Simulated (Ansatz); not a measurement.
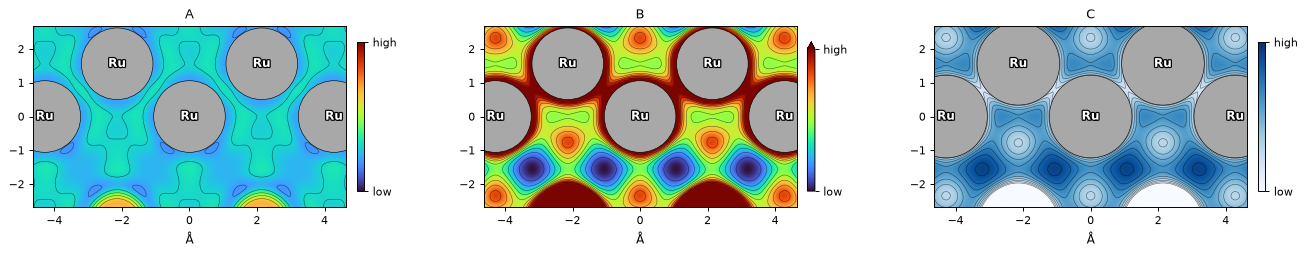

Ru: 3 fields on the (110) plane of the conventional cell, with unlabelled colour scales. Grey discs cover the atomic cores.

Space group P6₃/mmc.

Level of theory: Ansatz 0.2.0, DFT PBE, spin-orbit coupling, plane waves, PAW.

Question: Match the panels to the quantities (electron localisation function, electrostatic potential energy of an electron and valence pseudo-density).

Answer: Panel A: electron localisation function. Panel B: valence pseudo-density. Panel C: electrostatic potential energy of an electron (low next to the atoms, rising into the space between them). From the grid: Ru–Ru (2.65 Å): ρ is about 0.43 e/Å³ halfway; the ELF is about 0.35 at the midpoint.
